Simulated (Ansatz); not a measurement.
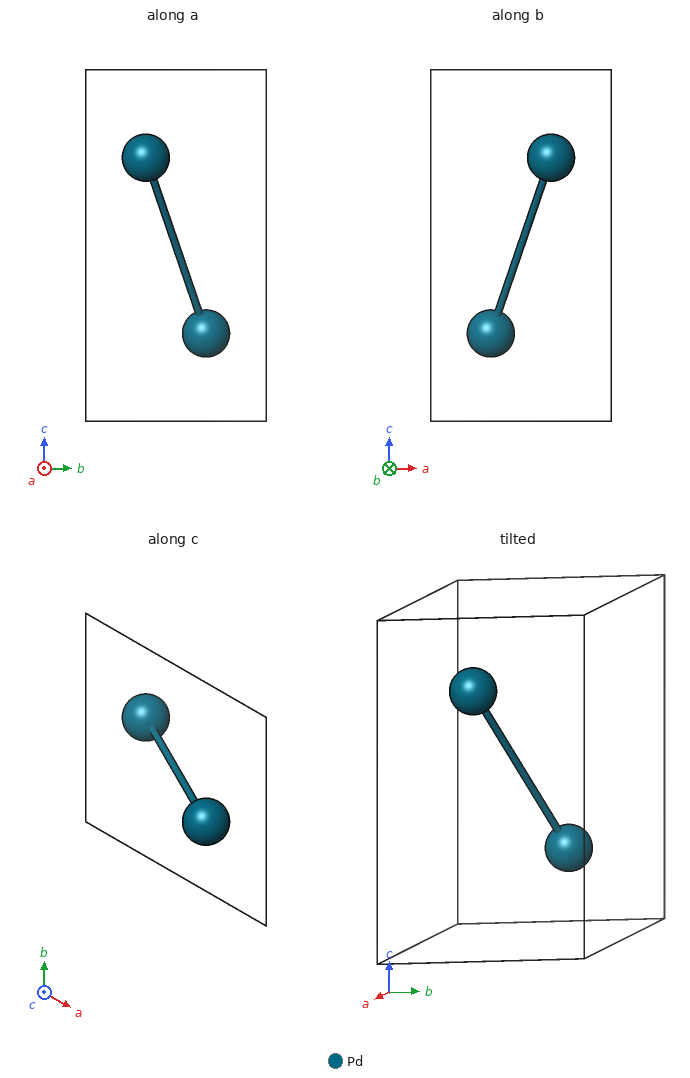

Structure drawing (ball-and-stick), viewed along the a axis, along the b axis, along the c axis and slightly off an axis. The conventional unit cell is drawn as a box.

Lattice parameters: a = 2.794 Å, b = 2.794 Å, c = 4.709 Å, α = 90.00°, β = 90.00°, γ = 120.00°.

### Record the structure as a table of Wyckoff sites.

Space group P6_3/mmc (No. 194).
| atom | site | x | y | z |
| --- | --- | --- | --- | --- |
| Pd | 2c | 0.3333 | 0.6667 | 0.2500 |

Origin of the cell: a structure type filled with this element by a generator (whether the element takes this form wasn't checked). Earlier steps of the study may have refined or changed the cell and positions. Ansatz was used for an electronic-structure calculation on it.

At this level of theory the cell isn't at rest (stretched, at -19 GPa), so its distances can differ from those at equilibrium, the more so the softer the solid.
